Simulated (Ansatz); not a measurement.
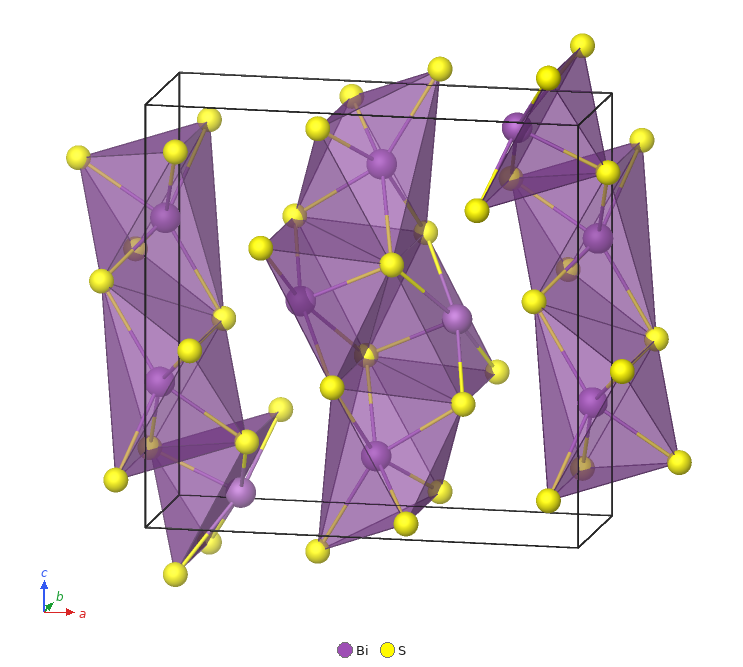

Polyhedral representation of a periodic structure, projected slightly off an axis. The edges of the conventional unit cell are marked. A few atoms beyond the faces are included.

Bi₂S₃, space group Pnma (No. 62), a = 11.355 Å, b = 3.986 Å, c = 11.078 Å, α = 90.00°, β = 90.00°, γ = 90.00°. Starting structure: a structure listed in the Materials Project. Earlier steps of the study may have refined or changed the cell and positions. It went into a calculation with Ansatz.

This one geometry was computed with Ansatz (DFT, plane waves, PAW) at five levels of theory: r2SCAN, PBE with spin-orbit coupling, PBE, HSE06 and PBE0.

Which level gives the highest pressure at this volume, and what does that say about its equilibrium volume?

Answer. Highest: PBE with spin-orbit coupling (2.6 GPa) and PBE (2.2 GPa), which points to the largest equilibrium volume. Lowest, with the smallest volume: HSE06 (-0.1 GPa) and PBE0 (-0.1 GPa). Levels within 0.5 GPa of each other can't be told apart.

How does the band gap change with the level of theory?

Answer. PBE with spin-orbit coupling: a gap of 0.94 eV, indirect; PBE: a gap of 1.37 eV, indirect; r2SCAN: a gap of 1.64 eV, indirect; HSE06: a gap of 1.98 eV, indirect; PBE0: a gap of 2.59 eV, indirect.

Collect the results in a table.

Answer.
| level | cutoff (eV) | k-mesh of the run's cell | gap (eV) | pressure (GPa) |
| --- | --- | --- | --- | --- |
| r2SCAN | 500 | 2×6×2 | 1.64 | 1.0 |
| PBE with spin-orbit coupling | 420 | 2×6×2 | 0.94 | 2.6 |
| PBE | 420 | 2×6×2 | 1.37 | 2.2 |
| HSE06 | 420 | 2×4×2 | 1.98 | -0.1 |
| PBE0 | 420 | 2×4×2 | 2.59 | -0.1 |

Gaps are taken on the k-mesh or band path of each run.
